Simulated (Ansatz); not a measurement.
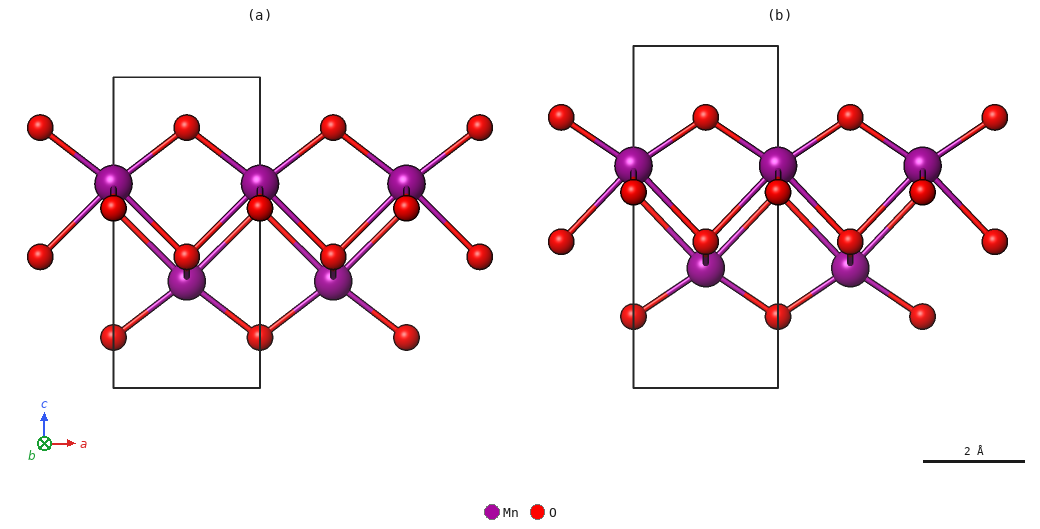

The structure of solid MnO₂ (set up in Pmmn) before (left) and after (right) a relaxation, at one scale.

Style: ball-and-stick. Shown: the cell of the calculation, repeated 2 × 1 × 1 with one cell outlined, along the b axis.

Case: no spin polarisation.

Level of theory: DFT PBE, scalar-relativistic, plane waves, PAW (Ansatz 0.2.0). Settings: plane-wave cutoff 420 eV; k-point mesh 12 × 10 × 6; occupations gaussian; smearing width 0.1 eV; no spin polarisation; cell and atoms relaxed; force threshold 0.01 eV/Å; at most 60 steps.

Q: What changed between the two?

A: Over 20 accepted moves (26 points after the start) the energy falls by 113 meV per atom. Largest force component: 2.9 eV/Å at the start, 0.00026 eV/Å at the end. Pressure: −16.17 GPa at the start and 0.01 GPa at the end. At 6 points the geometry stayed and the basis and grid were re-selected for the new cell (energy shift of 1.0 meV per atom at most each time). The largest moves relative to the cell, 0.31 Å, are those of O atoms. Largest moves by element: O 0.31 Å, Mn 0.05 Å. The volume changes by +4.0 %, with a 2.904 → 2.865 Å (−1.3 %), b 3.845 → 3.684 Å (−4.2 %), c 6.164 → 6.782 Å (+10.0 %). Some distances before and after: Mn–O 1.831 → 1.724 Å, Mn–O 1.982 → 1.915 Å, Mn–O 2.051 → 2.079 Å. Bond angles that change, for instance: O–Mn–O 105.0° → 112.4°, Mn–O–Mn 105.0° → 112.4°, O–Mn–O 172.6° → 167.4°. The space group stays Pmmn (No. 59).
